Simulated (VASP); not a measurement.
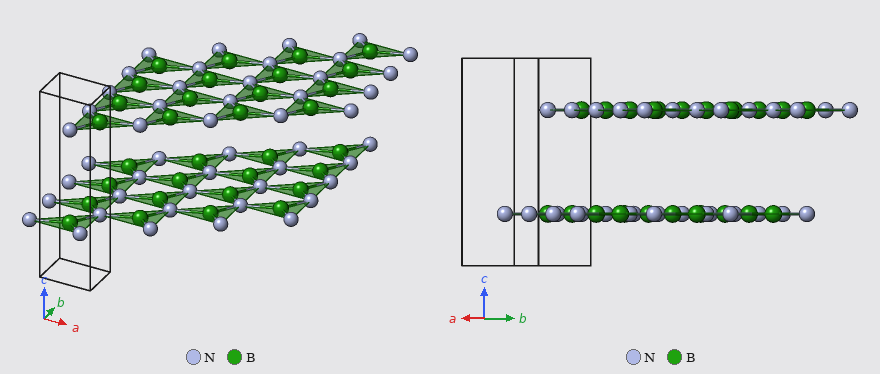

Polyhedra are drawn about B (bonds: B–N below 1.6 Å); other atoms are plain spheres. Two views of the same piece.

BN (space group P6_3/mmc, No. 194). Coordinates: an entry of the Crystallography Open Database, as set up for an electronic-structure calculation.

### What figure surrounds each B atom, and what does it share with the other drawn polyhedra?

B: BN3 triangle, sharing corners with six neighbours.

### What is the connectivity of the polyhedra: isolated, groups, chains, layers or framework?

They form layers of corner-sharing triangles parallel to (001).

### How far apart are the centres of linked polyhedra?

Centre to centre across a shared corner: 2.50 Å.
